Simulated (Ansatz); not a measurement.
System: Nb.

```xyz
4
Lattice="4.2857 0.0000 0.0000 0.0000 4.2857 0.0000 0.0000 0.0000 4.2857" Properties=species:S:1:pos:R:3 pbc="T T T"
Nb    0.0000    0.0000    0.0000
Nb    2.1428    2.1428    0.0000
Nb    2.1428    0.0000    2.1428
Nb    0.0000    2.1428    2.1428
```

Space group Fm-3m; computed pressure about −12 GPa in this cell; computed without spin polarisation.

Method: DFT, PBEsol, PAW with Ansatz's default frozen-core files, scalar-relativistic (Ansatz 0.2.0).

Question: What will maps of the valence pseudo-density and electron localisation function show?

Answer: Nb–Nb (3.03 Å): ρ is about 0.23 e/Å³ halfway; the ELF is about 0.25 at the midpoint: no localised pair shows between them.

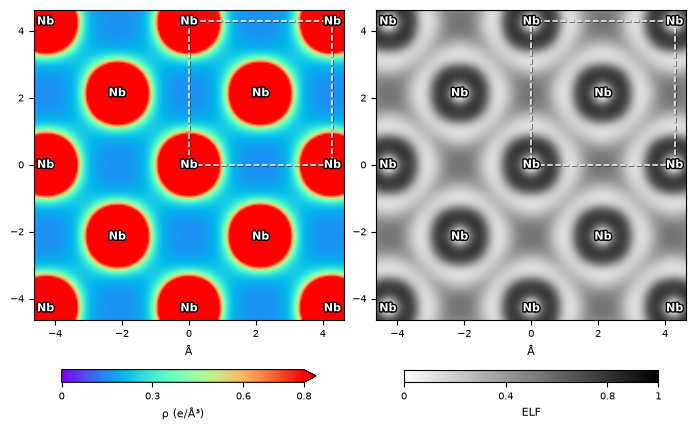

Computed valence pseudo-density and electron localisation function on the (001) plane of the conventional cell, in this order. 

The density is the valence pseudo-density of a PAW calculation; it isn't the true density close to the nuclei.
